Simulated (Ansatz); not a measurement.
# Run report: Ge, geometry relaxation (part 1 of 2)

- system: Ge (8 atoms in the cell)
- method: DFT PBE, scalar-relativistic, plane waves, PAW, no spin polarisation (Ansatz 0.2.0)

The structure was made by a generator, so it may or may not be a known phase.

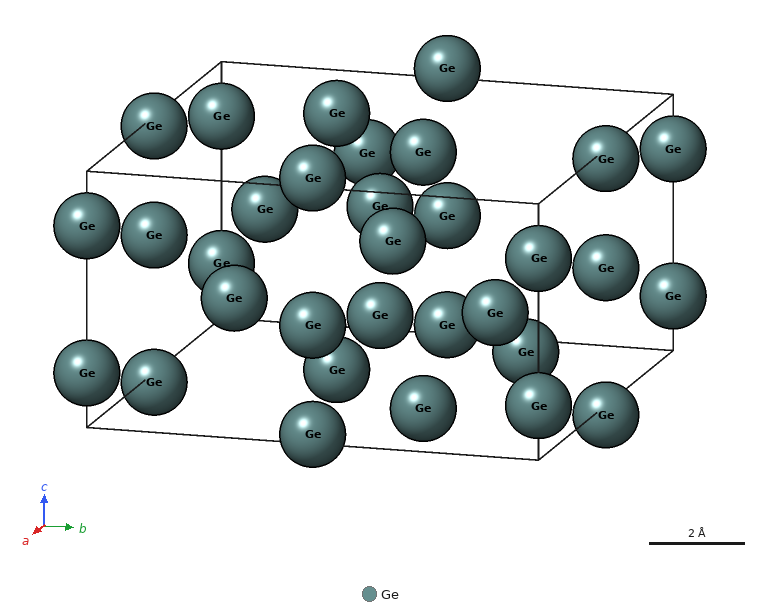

The starting structure (spheres-only view of the cell 2 times as large as that of the calculation, set on its symmetry axes, seen slightly off an axis).

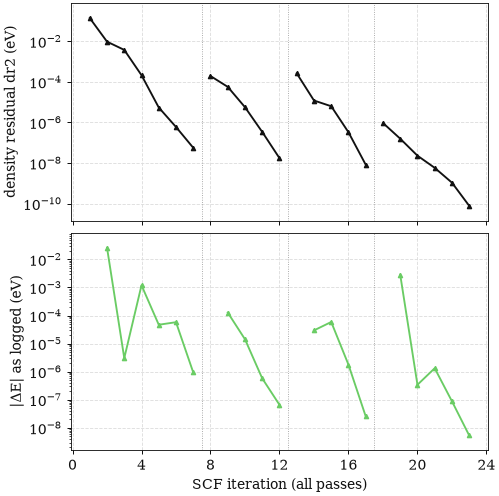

Convergence of the self-consistent field: density residual dr2 and size of the energy change against the SCF iteration. The dotted lines part the SCF passes of the relaxation: geometry steps, rejected trials and re-solves on a re-selected basis. The passes take 7, 5, 5 and 6 iterations.

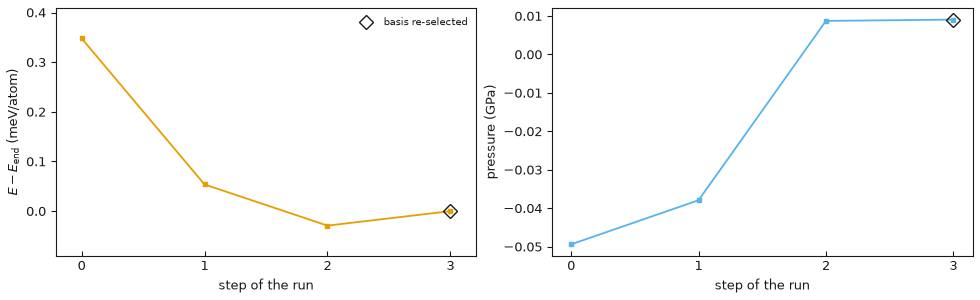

Progress of the relaxation, step by step (the first geometry is step 0 here and step 1 in the log).

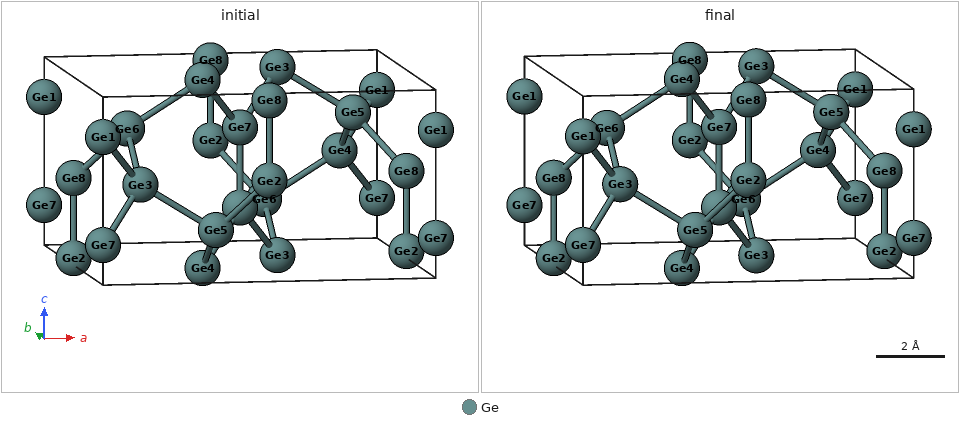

Before (left) and after (right) the relaxation, at one scale (ball-and-stick view of the cell 2 times as large as that of the calculation, set on its symmetry axes, seen slightly off an axis). The energy falls by 0.4 meV per atom in 2 geometry steps. The largest force component goes from 0.068 to 0.0092 eV/Å. Pressure: −0.05 GPa at the start and 0.01 GPa at the end. No atom moves by more than 0.005 Å relative to the cell. The volume changes by −0.8 %, with a = b 9.954 → 9.889 Å (−0.7 %), c 5.579 → 5.606 Å (+0.5 %). Among the contacts that change: Ge1–Ge7 2.375 → 2.385 Å, Ge3–Ge5 2.653 → 2.644 Å. The space group stays I4_122 (No. 98). A last SCF at the same geometry on a re-selected plane-wave basis shifts the energy by +0.0 meV per atom. (Atoms are counted from 1 in the order of the input.)

The input that produced these results follows, with the program's output.

The input:
```yaml
crystal:
  lattice:
    - [-4.9772233512, 4.9772233512, 2.7895707743]
    - [4.9772233512, -4.9772233512, 2.7895707743]
    - [4.9772233512, 4.9772233512, -2.7895707743]
  atoms:
    - { symbol: Ge, position: [0.7871146918, 0.7871146918, 0.0] }
    - { symbol: Ge, position: [0.5371146918, 0.0371146918, 0.5] }
    - { symbol: Ge, position: [0.6366301557, 0.6366301557, 0.2732603114] }
    - { symbol: Ge, position: [0.3633698443, 0.3633698443, 0.7267396886] }
    - { symbol: Ge, position: [0.3866301557, 0.6133698443, 0.5] }
    - { symbol: Ge, position: [0.1133698443, 0.8866301557, 0.5] }
    - { symbol: Ge, position: [0.2128853082, 0.2128853082, 0.0] }
    - { symbol: Ge, position: [0.9628853082, 0.4628853082, 0.5] }
basis:
  ecutwfc: 420
kpoints:
  mp_grid: { grid: [8, 8, 8] }
hamiltonian:
  xc: pbe
scf:
  occupations: { method: gaussian, width: 0.1 }
output:
  forces: true
  stress: true
  eigenvalues: true
relax:
  adjacent_minimum: "off"
  f_tol: 0.01
  max_steps: 80
  cell: { stress_tol: 0.05 }
```

Run as:
```bash
ansatz run input.yaml --threads 1 --pin off --max-ram 2560MiB --backend cpu --events-out ev --progress --plain --runs-dir out
```

The program's output:
```
Engine: ansatz 0.2.0, aarch64-unknown-linux-gnu
Pseudopotentials: kind: paw
Pseudopotential: Ge, paw, valence charge 14, recommended cutoff 420 eV (normal), Ge.paw.azcp
Functional definition: PBE
  parameter kappa = 0.804
  parameter beta = 0.06672455060314922
  exchange = pbe_x(kappa = kappa, mu = beta*pi^2/3)
  correlation = pbe_c(beta = beta)
Crystal: 8 atoms, lattice volume = 276.421 Å³
Basis set: ecut = 420 eV, 5429 PW (Γ), exchange–correlation on 108×108×108 points (8 copies of the dense FFT grid, shifted against one another)
Bands: 68, of which v1, the nominal top of the filled ones, is band 56 counted from 1 (55 counted from 0)
Symmetry: 8 space group operations
Space group: I4122 (ITA 98), of the structure as read, at distance tolerance 6.5e-5 Å
k-points: 59 of 512 (time reversal used)
Non-local potential: Ge, projectors of the file, l = 0: 2, l = 1: 2, l = 2: 3, l = 3: 1
PAW form: soft (Blöchl's): semilocal exchange-correlation on the pseudo side does not see the compensation charge
PAW one-centre angular grid: Ge, 590 points (default); XC on 64 Gauss nodes
Initial density: superposition of atomic densities (neutral atoms: chi_scale 0, normalization atom), corrected by the library's trained network
Initial wavefunctions: pseudopotential atomic-orbital guess
Functional: x = pbe(κ = 0.804, μ = 0.2195149727645171), c = pbe(β = 0.06672455060314922)
SCF iter   1: F=—  HF=-34354.795371 eV  |F-HF|=—  |Δ(HF+E_count)|=         —  Δρ=4.04e-3  dr2=1.40e-1  ethr=1.77e-3  ⟨swp⟩=6.1  Hψ=14414  notcnv=0  defer=19
preconditioner: auto → LDOS  [metal: Δε(μ)=0.002 eV  Ē_g=21.697 eV  σ=0.100 eV  W_gap=0.01  n_scr=54 (ndim 8)  ℏωp=23.6 eV  f_vac=0.256  D(μ)=5.59/eV (n_scr^D=36)  β→1.0]
SCF iter   2: F=—  HF=-34354.769278 eV  |F-HF|=—  |Δ(HF+E_count)|=   2.61e-2  Δρ=1.24e-3  dr2=9.64e-3  ethr=1.25e-4  ⟨swp⟩=2.0  Hψ=5498  notcnv=0  defer=226
SCF iter   3: F=—  HF=-34354.769275 eV  |F-HF|=—  |Δ(HF+E_count)|=   3.05e-6  Δρ=8.45e-4  dr2=3.77e-3  ethr=8.61e-6  ⟨swp⟩=2.0  Hψ=7085  notcnv=0  defer=226
SCF iter   4: F=—  HF=-34354.768073 eV  |F-HF|=—  |Δ(HF+E_count)|=   1.20e-3  Δρ=1.83e-4  dr2=2.14e-4  ethr=3.36e-6  ⟨swp⟩=2.0  Hψ=7075  notcnv=0  defer=226
SCF iter   5: F=—  HF=-34354.768026 eV  |F-HF|=—  |Δ(HF+E_count)|=   4.71e-5  Δρ=4.01e-5  dr2=5.47e-6  ethr=1.91e-7  ⟨swp⟩=2.0  Hψ=7099  notcnv=0  defer=226
SCF iter   6: F=—  HF=-34354.767968 eV  |F-HF|=—  |Δ(HF+E_count)|=   5.80e-5  Δρ=1.47e-5  dr2=5.99e-7  ethr=4.89e-9  ⟨swp⟩=2.0  Hψ=7075  notcnv=0  defer=226
SCF iter   7: F=-34354.767969 eV  HF=-34354.767969 eV  |F-HF|=6.25e-8  |Δ(HF+E_count)|=   9.40e-7  Δρ=3.91e-6  dr2=5.65e-8  ethr=8.93e-11  ⟨swp⟩=11.0  Hψ=16351  notcnv=0
SCF 1 converged in 7 iterations: F = -34354.767969 eV  dr2 = 5.65e-8
  greatest PAW one-centre occupation: 0.998 electrons in one spin orbital (limit 2), on the Ge atom at site 1 (counted from 0), in its partial waves of l = 2
relax step   1: F+E_penalty+E_count = -34354.76796934 eV  Δ(F+E_penalty+E_count) = +0.000e0 eV  max|allowed force component| = 6.753e-2 eV/Å  Δτ_max = 0.0000 Å  P = -0.049 GPa  Ω = 276.421 Å³  (7 SCF iters, dr2 threshold 1.00e-7 eV, accepted)
Crystal: 8 atoms, lattice volume = 275.374 Å³
Basis set: ecut = 420 eV, 5405 PW (Γ), exchange–correlation on 108×108×108 points (8 copies of the dense FFT grid, shifted against one another)
Initial density: handed on by an earlier stage of this run
Initial wavefunctions: those handed on with the density
iter 1 solved again at ethr=1.48e-7 eV; its pass at ethr=3.10e-3 eV (dr2=1.65e-4 eV) is discarded
SCF iter   1: F=—  HF=-34354.770466 eV  |F-HF|=—  |Δ(HF+E_count)|=         —  Δρ=2.13e-4  dr2=1.95e-4  ethr=1.48e-7  ⟨swp⟩=3.0  Hψ=17969  notcnv=0
preconditioner: auto → LDOS  [metal: Δε(μ)=0.023 eV  Ē_g=21.700 eV  σ=0.100 eV  W_gap=0.13  n_scr=54 (ndim 8)  ℏωp=23.7 eV  f_vac=0.258  D(μ)=6.01/eV (n_scr^D=36)  β→1.0]
SCF iter   2: F=—  HF=-34354.770338 eV  |F-HF|=—  |Δ(HF+E_count)|=   1.28e-4  Δρ=1.01e-4  dr2=5.70e-5  ethr=1.48e-7  ⟨swp⟩=2.0  Hψ=6226  notcnv=0
SCF iter   3: F=—  HF=-34354.770324 eV  |F-HF|=—  |Δ(HF+E_count)|=   1.43e-5  Δρ=3.14e-5  dr2=5.66e-6  ethr=5.09e-8  ⟨swp⟩=2.0  Hψ=6179  notcnv=0
SCF iter   4: F=—  HF=-34354.770323 eV  |F-HF|=—  |Δ(HF+E_count)|=   5.78e-7  Δρ=7.74e-6  dr2=3.41e-7  ethr=5.06e-9  ⟨swp⟩=2.0  Hψ=4741  notcnv=0
SCF iter   5: F=-34354.770323 eV  HF=-34354.770323 eV  |F-HF|=2.06e-9  |Δ(HF+E_count)|=   6.62e-8  Δρ=1.95e-6  dr2=1.74e-8  ethr=2.54e-10  ⟨swp⟩=5.3  Hψ=14481  notcnv=0
SCF 2 converged in 5 iterations: F = -34354.770323 eV  dr2 = 1.74e-8
  greatest PAW one-centre occupation: 0.998 electrons in one spin orbital (limit 2), on the Ge atom at site 7 (counted from 0), in its partial waves of l = 2
relax step   2: F+E_penalty+E_count = -34354.77032320 eV  Δ(F+E_penalty+E_count) = -2.354e-3 eV  max|allowed force component| = 2.102e-2 eV/Å  Δτ_max = 0.0028 Å  P = -0.038 GPa  Ω = 275.374 Å³  energy of the carried Pulay correction = +1.094e-4 eV  (5 SCF iters, dr2 threshold 2.85e-7 eV, accepted)
Crystal: 8 atoms, lattice volume = 274.137 Å³
Basis set: ecut = 420 eV, 5397 PW (Γ), exchange–correlation on 108×108×108 points (8 copies of the dense FFT grid, shifted against one another)
iter 1 solved again at ethr=2.15e-7 eV; its pass at ethr=3.10e-3 eV (dr2=2.41e-4 eV) is discarded
SCF iter   1: F=—  HF=-34354.771077 eV  |F-HF|=—  |Δ(HF+E_count)|=         —  Δρ=2.20e-4  dr2=2.64e-4  ethr=2.15e-7  ⟨swp⟩=3.0  Hψ=17323  notcnv=0
preconditioner: auto → LDOS  [metal: Δε(μ)=0.007 eV  Ē_g=21.712 eV  σ=0.100 eV  W_gap=0.04  n_scr=54 (ndim 8)  ℏωp=23.7 eV  f_vac=0.256  D(μ)=6.10/eV (n_scr^D=36)  β→1.0]
SCF iter   2: F=—  HF=-34354.771047 eV  |F-HF|=—  |Δ(HF+E_count)|=   2.96e-5  Δρ=4.97e-5  dr2=1.21e-5  ethr=2.15e-7  ⟨swp⟩=2.0  Hψ=4596  notcnv=0
SCF iter   3: F=—  HF=-34354.770988 eV  |F-HF|=—  |Δ(HF+E_count)|=   5.91e-5  Δρ=3.25e-5  dr2=6.31e-6  ethr=1.08e-8  ⟨swp⟩=2.0  Hψ=7359  notcnv=0
SCF iter   4: F=—  HF=-34354.770986 eV  |F-HF|=—  |Δ(HF+E_count)|=   1.78e-6  Δρ=7.37e-6  dr2=3.29e-7  ethr=5.63e-9  ⟨swp⟩=2.1  Hψ=7329  notcnv=0
SCF iter   5: F=-34354.770986 eV  HF=-34354.770986 eV  |F-HF|=1.46e-9  |Δ(HF+E_count)|=   2.58e-8  Δρ=1.85e-6  dr2=8.30e-9  ethr=2.47e-11  ⟨swp⟩=4.1  Hψ=17364  notcnv=0
SCF 3 converged in 5 iterations: F = -34354.770986 eV  dr2 = 8.30e-9
relax step   3: F+E_penalty+E_count = -34354.77098613 eV  Δ(F+E_penalty+E_count) = -6.629e-4 eV  max|allowed force component| = 9.189e-3 eV/Å  Δτ_max = 0.0032 Å  P = +0.009 GPa  Ω = 274.137 Å³  energy of the carried Pulay correction = +2.392e-4 eV  (5 SCF iters, dr2 threshold 2.76e-8 eV, accepted)
Initial wavefunctions: pseudopotential atomic-orbital guess (no wavefunctions were taken with the density)
iter 1 solved again at ethr=4.73e-8 eV; its pass at ethr=3.10e-3 eV (dr2=5.30e-5 eV) is discarded
SCF iter   1: F=—  HF=-34354.767878 eV  |F-HF|=—  |Δ(HF+E_count)|=         —  Δρ=1.14e-4  dr2=9.46e-7  ethr=4.73e-8  ⟨swp⟩=3.8  Hψ=26172  notcnv=0
preconditioner: auto → LDOS  [metal: Δε(μ)=0.006 eV  Ē_g=21.712 eV  σ=0.100 eV  W_gap=0.03  n_scr=54 (ndim 8)  ℏωp=23.7 eV  f_vac=0.257  D(μ)=6.08/eV (n_scr^D=36)  β→1.0]
SCF iter   2: F=—  HF=-34354.770751 eV  |F-HF|=—  |Δ(HF+E_count)|=   2.87e-3  Δρ=5.79e-6  dr2=1.59e-7  ethr=8.45e-10  ⟨swp⟩=3.8  Hψ=9162  notcnv=0
SCF iter   3: F=—  HF=-34354.770751 eV  |F-HF|=—  |Δ(HF+E_count)|=   3.43e-7  Δρ=3.45e-6  dr2=2.31e-8  ethr=1.42e-10  ⟨swp⟩=2.8  Hψ=7463  notcnv=0
SCF iter   4: F=—  HF=-34354.770752 eV  |F-HF|=—  |Δ(HF+E_count)|=   1.33e-6  Δρ=1.45e-6  dr2=5.81e-9  ethr=2.06e-11  ⟨swp⟩=2.7  Hψ=7448  notcnv=0
SCF iter   5: F=—  HF=-34354.770753 eV  |F-HF|=—  |Δ(HF+E_count)|=   8.86e-8  Δρ=5.35e-7  dr2=1.08e-9  ethr=5.19e-12  ⟨swp⟩=2.4  Hψ=7381  notcnv=0
SCF iter   6: F=-34354.770753 eV  HF=-34354.770753 eV  |F-HF|=3.64e-11  |Δ(HF+E_count)|=   5.38e-9  Δρ=1.81e-7  dr2=7.81e-11  ethr=1.00e-12  ⟨swp⟩=4.0  Hψ=17099  notcnv=0
SCF 4 converged in 6 iterations: F = -34354.770753 eV  dr2 = 7.81e-11
  greatest PAW one-centre occupation: 0.998 electrons in one spin orbital (limit 2), on the Ge atom at site 6 (counted from 0), in its partial waves of l = 2
```
